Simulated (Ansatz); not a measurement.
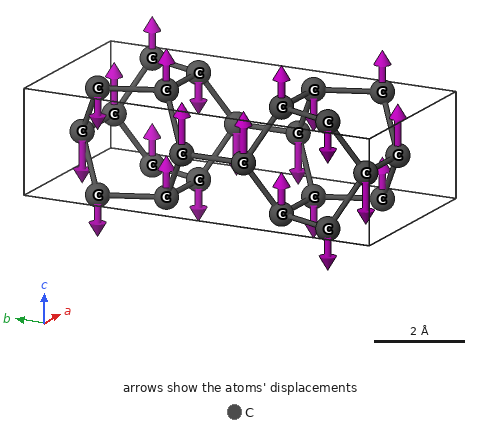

One vibrational mode of a crystal of C at the zone centre. The purple arrows are the displacements of the atoms (eigenvector over the root of the mass), of arbitrary overall length and sign. The picture is a ball-and-stick view of the conventional cell (2 times the calculation's cell), seen from a free direction. Lengths and directions refer to the drawn axes.

Theory: DFT LDA, scalar-relativistic, plane waves, PAW in Ansatz 0.2.0. Settings: plane-wave cutoff 420 eV; k-point mesh 6 × 6 × 10; occupations gaussian; smearing width 0.05 eV; no spin polarisation.

Frequencies are those without the non-analytic (LO–TO) term.

What mode is this, and where does it lie in the spectrum?

This is the B₂g mode at 82.3 meV, optical level 3 of 20, counted from below, Raman-active by symmetry. All motion is along c; atoms of one kind move against one another, with no net shift of any sublattice; it mainly bends the C–C bonds.
